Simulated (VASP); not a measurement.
Si: geometry relaxation (part 1 of 2)

Si (P6₃/mmc, 2 atoms in the cell), computed with Kohn-Sham DFT of a periodic cell, PBE, VASP PAW PBE potentials, recommended, no spin polarisation (VASP 6.6.1).

The structure derives from a Materials Project entry.

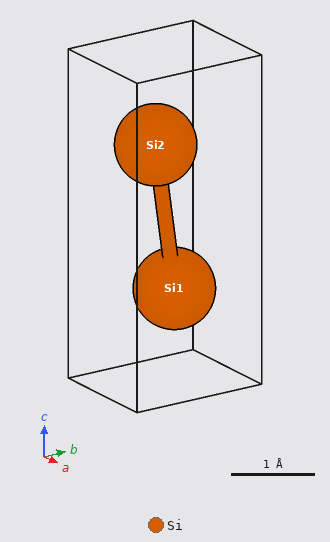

Figure 1. The structure as given in the input (ball-and-stick view of the cell of the calculation, seen slightly off an axis; atoms are numbered from 1 in the order of the input).

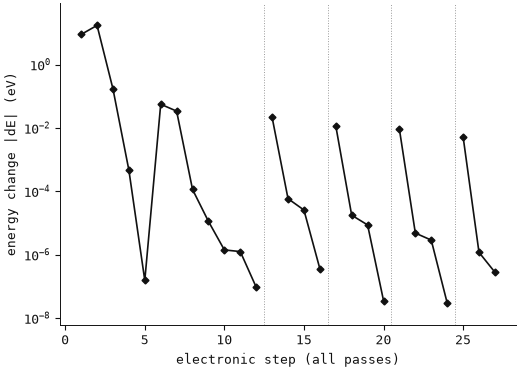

Figure 2. Convergence of the self-consistent field: energy change |dE| against the electronic step. Each stretch between dotted lines is the SCF of one geometry step of a relaxation. The 5 ionic steps take 3 to 12 electronic steps each. The density is held fixed in the first few steps, and dE rises again when its update begins.

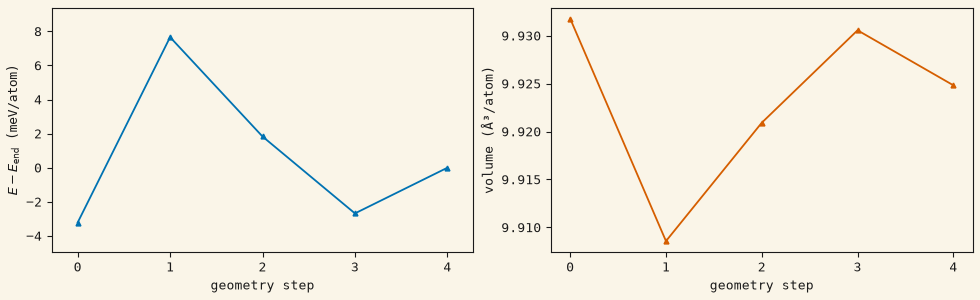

Figure 3. Progress of the relaxation, step by step (steps are counted from 0). No atom moves by more than 0.005 Å relative to the cell. Cell: a = b 2.376 → 2.377 Å (0.0 %), c 4.062 → 4.057 Å (−0.1 %). Volume −0.1 %. The space group stays P6_3/mmc (No. 194). The energy rises by 3.2 meV per atom in 4 geometry steps. All forces vanish by symmetry, so only the cell relaxes. (Atoms are counted from 1 in the order of the input.)

These pictures come from the run below.

## INCAR
```
SYSTEM = Si
  PREC = Accurate
  ENCUT = 600
  EDIFF = 1E-6
  ISMEAR = 0
  SIGMA = 0.1
  LREAL = .False.
  LASPH = .True.
  NELM = 100
  ALGO = Fast
  ISIF = 3
  LWAVE = .False.
  LCHARG = .False.
  GGA = PE
  IBRION = 2
  NSW = 100
  EDIFFG = -0.002
  PSTRESS = 750.0
```

## KPOINTS
```
Automatic mesh
0
Gamma
  21 21 10
  0 0 0
```

## POSCAR
```
Si
1.0
    2.3761812634      0.0000000000      0.0000000000
   -1.1880906317      2.0578333381      0.0000000000
    0.0000000000      0.0000000000      4.0622578620
Si
2
Direct
    0.3333333333      0.6666666667      0.2500000000
    0.6666666667      0.3333333333      0.7500000000
```

Launch command:
```bash
cat potpaw_PBE.64/Si/POTCAR > POTCAR
mpirun -np 1 vasp_std > vasp.out
```

## OSZICAR
```
N       E                     dE             d eps       ncg     rms          rms(c)
DAV:   1     0.892824552739E+01    0.89282E+01   -0.42908E+03  4624   0.991E+02
DAV:   2    -0.830228921067E+01   -0.17231E+02   -0.16614E+02  6784   0.920E+01
DAV:   3    -0.847252014178E+01   -0.17023E+00   -0.16825E+00  6104   0.106E+01
DAV:   4    -0.847298638894E+01   -0.46625E-03   -0.46623E-03  7048   0.473E-01
DAV:   5    -0.847298654321E+01   -0.15427E-06   -0.15599E-06  6160   0.673E-03    0.783E+00
RMM:   6    -0.841693433739E+01    0.56052E-01   -0.54081E-03  4608   0.584E-01    0.448E+00
RMM:   7    -0.838298202341E+01    0.33952E-01   -0.13853E-02  4608   0.977E-01    0.241E-01
RMM:   8    -0.838286762249E+01    0.11440E-03   -0.91447E-04  4608   0.355E-01    0.574E-02
RMM:   9    -0.838285636937E+01    0.11253E-04   -0.91365E-05  4609   0.997E-02    0.233E-02
RMM:  10    -0.838285495468E+01    0.14147E-05   -0.11099E-05  4601   0.365E-02    0.297E-02
RMM:  11    -0.838285370071E+01    0.12540E-05   -0.84111E-07  3353   0.921E-03    0.132E-02
RMM:  12    -0.838285379528E+01   -0.94571E-07   -0.12387E-07  3099   0.333E-03
   1 F= 0.91553999E+00 E0= 0.91678666E+00  d E =0.915540E+00
       N       E                     dE             d eps       ncg     rms          rms(c)
DAV:   1    -0.836118589461E+01    0.21668E-01   -0.65592E-03  7072   0.507E-01    0.605E-02
RMM:   2    -0.836112728039E+01    0.58614E-04   -0.67027E-05  4608   0.801E-02    0.351E-02
RMM:   3    -0.836110158853E+01    0.25692E-04   -0.34349E-05  4607   0.425E-02    0.246E-03
RMM:   4    -0.836110194997E+01   -0.36144E-06   -0.25444E-06  3821   0.151E-02
   2 F= 0.91556005E+00 E0= 0.91680522E+00  d E =0.200567E-04
       N       E                     dE             d eps       ncg     rms          rms(c)
DAV:   1    -0.837278226659E+01   -0.11681E-01   -0.18643E-03  6656   0.270E-01    0.325E-02
RMM:   2    -0.837276464390E+01    0.17623E-04   -0.19147E-05  4608   0.429E-02    0.191E-02
RMM:   3    -0.837275595857E+01    0.86853E-05   -0.97179E-06  4605   0.226E-02    0.126E-03
RMM:   4    -0.837275592279E+01    0.35774E-07   -0.67975E-07  2960   0.797E-03
   3 F= 0.91546703E+00 E0= 0.91670461E+00  d E =-.729671E-04
       N       E                     dE             d eps       ncg     rms          rms(c)
DAV:   1    -0.838178669932E+01   -0.90307E-02   -0.50507E-04  6432   0.141E-01    0.214E-02
RMM:   2    -0.838178189153E+01    0.48078E-05   -0.49120E-06  4428   0.218E-02    0.127E-02
RMM:   3    -0.838177900718E+01    0.28843E-05   -0.22694E-06  3706   0.113E-02    0.103E-03
RMM:   4    -0.838177897699E+01    0.30184E-07   -0.15089E-07  2460   0.389E-03
   4 F= 0.91547556E+00 E0= 0.91672304E+00  d E =0.853785E-05
       N       E                     dE             d eps       ncg     rms          rms(c)
DAV:   1    -0.837642257195E+01    0.53564E-02   -0.17953E-04  6256   0.845E-02    0.130E-02
RMM:   2    -0.837642138553E+01    0.11864E-05   -0.17368E-06  3169   0.130E-02    0.780E-03
RMM:   3    -0.837642110590E+01    0.27963E-06   -0.79808E-07  2492   0.675E-03
   5 F= 0.91546207E+00 E0= 0.91670295E+00  d E =-.496002E-05
```

## Parts of OUTCAR
```
SYSTEM = Si
   PREC = Accurate
   ENCUT = 600
   EDIFF = 1E-6
   ISMEAR = 0
   LREAL = .False.
   LASPH = .True.
   NELM = 100
   ISIF = 3
   GGA = PE
   IBRION = 2
   NSW = 100
   EDIFFG = -0.002
   PSTRESS = 750.0

 ion  position               nearest neighbor table
   1  0.333  0.667  0.250-   2 2.45   2 2.45   2 2.45   2 2.45   2 2.45   2 2.45
   2  0.667  0.333  0.750-   1 2.45   1 2.45   1 2.45   1 2.45   1 2.45   1 2.45

  LATTYP: Found a hexagonal cell.
 ALAT       =     2.3761812634
 C/A-ratio  =     1.7095740651

  Lattice vectors:

 A1 = (   2.3761812634,   0.0000000000,   0.0000000000)
 A2 = (  -1.1880906317,   2.0578333381,   0.0000000000)
 A3 = (   0.0000000000,   0.0000000000,   4.0622578620)

Analysis of symmetry for initial positions (statically):
=====================================================================
 Subroutine PRICEL returns:
 Original cell was already a primitive cell.

 Routine SETGRP: Setting up the symmetry group for a
 hexagonal supercell.

 Subroutine GETGRP returns: Found 24 space group operations
 (whereof 12 operations were pure point group operations)
 out of a pool of 24 trial point group operations.

The static configuration has the point symmetry D_3d.
 The point group associated with its full space group is D_6h.

Analysis of symmetry for dynamics (positions and initial velocities):
=====================================================================
 Subroutine PRICEL returns:
 Original cell was already a primitive cell.

 Routine SETGRP: Setting up the symmetry group for a
 hexagonal supercell.

 Subroutine GETGRP returns: Found 24 space group operations
 (whereof 12 operations were pure point group operations)
 out of a pool of 24 trial point group operations.

The dynamic configuration has the point symmetry D_3d.
 The point group associated with its full space group is D_6h.

 Subroutine INISYM returns: Found 24 space group operations
 (whereof 12 operations are pure point group operations),
 and found     1 'primitive' translations

----------------------------------------------------------------------------------------

                                     Primitive cell

  volume of cell :      19.8636

  direct lattice vectors                    reciprocal lattice vectors
     2.376181263  0.000000000  0.000000000     0.420843315  0.242974001  0.000000000
    -1.188090632  2.057833338  0.000000000     0.000000000  0.485948002  0.000000000
     0.000000000  0.000000000  4.062257862     0.000000000  0.000000000  0.246168519

  length of vectors
     2.376181263  2.376181263  4.062257862     0.485948002  0.485948002  0.246168519

  position of ions in fractional coordinates (direct lattice)
     0.333333333  0.666666667  0.250000000
     0.666666667  0.333333333  0.750000000

  ion indices of the primitive-cell ions
   primitive index   ion index
                 1           1
                 2           2

----------------------------------------------------------------------------------------

 KPOINTS: Automatic mesh

Automatic generation of k-mesh.
 Grid dimensions read from file:
 generate k-points for:   21   21   10

 Generating k-lattice:

  Cartesian coordinates                     Fractional coordinates (reciprocal lattice)
     0.020040158  0.011570191  0.000000000     0.047619048  0.000000000  0.000000000
     0.000000000  0.023140381  0.000000000     0.000000000  0.047619048  0.000000000
     0.000000000  0.000000000  0.024616852     0.000000000  0.000000000  0.100000000

  Length of vectors
     0.023140381  0.023140381  0.024616852

  Shift w.r.t. Gamma in fractional coordinates (k-lattice)
     0.000000000  0.000000000  0.000000000

 Subroutine IBZKPT returns following result:
 ===========================================

 Found    288 irreducible k-points:

 Following reciprocal coordinates:
            Coordinates               Weight
  0.000000  0.000000  0.000000      1.000000
  0.047619  0.000000  0.000000      6.000000
  0.095238 -0.000000  0.000000      6.000000
  0.142857  0.000000  0.000000      6.000000
  0.190476 -0.000000  0.000000      6.000000
  0.238095  0.000000  0.000000      6.000000
  0.285714 -0.000000  0.000000      6.000000
  0.333333 -0.000000  0.000000      6.000000
  0.380952 -0.000000  0.000000      6.000000
  0.428571  0.000000  0.000000      6.000000
  0.476190 -0.000000  0.000000      6.000000
  0.047619  0.047619  0.000000      6.000000
  0.095238  0.047619  0.000000     12.000000
  0.142857  0.047619  0.000000     12.000000
  0.190476  0.047619  0.000000     12.000000
  0.238095  0.047619  0.000000     12.000000
  0.285714  0.047619  0.000000     12.000000
  0.333333  0.047619  0.000000     12.000000
  0.380952  0.047619  0.000000     12.000000
  0.428571  0.047619  0.000000     12.000000
  0.476190  0.047619  0.000000      6.000000
  0.095238  0.095238  0.000000      6.000000
  0.142857  0.095238  0.000000     12.000000
  0.190476  0.095238  0.000000     12.000000
 [... further k-points ...]
   k-points           NKPTS =    288   k-points in BZ     NKDIM =    288   number of bands    NBANDS=      8
   number of dos      NEDOS =    301   number of ions     NIONS =      2
   total plane-waves  NPLWV =  12800
   dimension x,y,z NGX =    20 NGY =   20 NGZ =   32
   dimension x,y,z NGXF=    40 NGYF=   40 NGZF=   64
   ions per type =               2
   NGX,Y,Z   is equivalent  to a cutoff of  13.99, 13.99, 13.10 a.u.
   NGXF,Y,Z  is equivalent  to a cutoff of  27.99, 27.99, 26.19 a.u.
 SYSTEM =  Si
   PREC   = accura    normal or accurate (medium, high low for compatibility)
   ISTART =      0    job   : 0-new  1-cont  2-samecut
   ICHARG =      2    charge: 1-file 2-atom 10-const
   ISPIN  =      1    spin polarized calculation?
   LNONCOLLINEAR =      F non collinear calculations
   LSORBIT =      F    spin-orbit coupling
   LASPH  =      T    aspherical Exc in radial PAW
   ENCUT  =  600.0 eV  44.10 Ry    6.64 a.u.   4.75  4.75  8.11*2*pi/ulx,y,z
   NELM   =    100;   NELMIN=  2; NELMDL= -5     # of ELM steps
   EDIFF  = 0.1E-05   stopping-criterion for ELM
   LREAL  =      F    real-space projection
   EDIFFG = -.2E-02   stopping-criterion for IOM
   NSW    =    100    number of steps for IOM
   IBRION =      2    ionic relax: 0-MD 1-quasi-New 2-CG
   NFREE  =      1    steps in history (QN), initial steepest desc. (CG)
   ISIF   =      3    stress and relaxation
   ISYM   =      2    0-nonsym 1-usesym 2-fastsym
   POTIM  = 0.5000    time-step for ionic-motion
   TEBEG  =    0.0;   TEEND  =   0.0 temperature during run
   PSTRESS=  750.0 pullay stress
   NELECT =       8.0000    total number of electrons
   NUPDOWN=      -1.0000    fix difference up-down
   EMIN   =  10.00;   EMAX   =-10.00  energy-range for DOS
   EFERMI =   0.00;   METHOD = LEGACY
   ISMEAR =     0;   SIGMA  =   0.10  broadening in eV -4-tet -1-fermi 0-gaus
   EFERMI_NEDOS =   21; number of points for ismear=-14 and -15
   IALGO  =     68    algorithm
   IMIX   =      4    mixing-type and parameters
     AMIX     =   0.40;   BMIX     =  1.00
     AMIX_MAG =   1.60;   BMIX_MAG =  1.00
  volume/ion in A,a.u.               =       9.93        67.02
  Fermi-wavevector in a.u.,A,eV,Ry     =   1.208980  2.284641 19.886716  1.461632
  Thomas-Fermi vector in A             =   2.344571
   LORBIT       =      0    0 simple, 1 ext, 2 COOP (PROOUT), +10 PAW based schemes
   GGA     = PE    functional components
   LHFCALC =     F    Hartree Fock is set to
   AEXX    =    0.0000 exact exchange contribution
   IVDW    =     0    specifies the selected vdW correction
   LEPSILON=     F    determine dielectric tensor
   LRPA    =     F    only Hartree local field effects (RPA)
 conjugate gradient relaxation of ions
 non-spin polarized calculation
 RMM-DIIS sequential band-by-band and
 Gauss-broadening in eV      SIGMA  =   0.10
  energy-cutoff  :      600.00
  volume of cell :       19.86
 maximum number of plane-waves:       682
 NGX is ok and might be reduce to    20
   NGX =  9   NGY =  9   NGZ = 17

--------------------------------------- Ionic step        1  -------------------------------------------

 number of electron       8.0000000 magnetization

 Free energy of the ion-electron system (eV)
  ---------------------------------------------------
  ext. energy  EPLUGINS =         0.00000000
  ---------------------------------------------------
  free energy    TOTEN  =        -8.38285380 eV

  energy without entropy =       -8.38036046  energy(sigma->0) =       -8.38160713

------------------------ aborting loop because EDIFF is reached ----------------------------------------

  FORCE on cell =-STRESS in cart. coord.  units (eV):
  Direction    XX          YY          ZZ          XY          YZ          ZX
  --------------------------------------------------------------------------------------
  -------------------------------------------------------------------------------------
  Total        9.3061928      9.3061928      9.1859450      0.0000000      0.0000000      0.0000000
  in kB      750.6290610    750.6290610    740.9299803      0.0000000      0.0000000      0.0000000
  external PRESSURE =      -2.6039659 kB  Pullay stress =     750.0000000 kB

 VOLUME and BASIS-vectors are now :
```
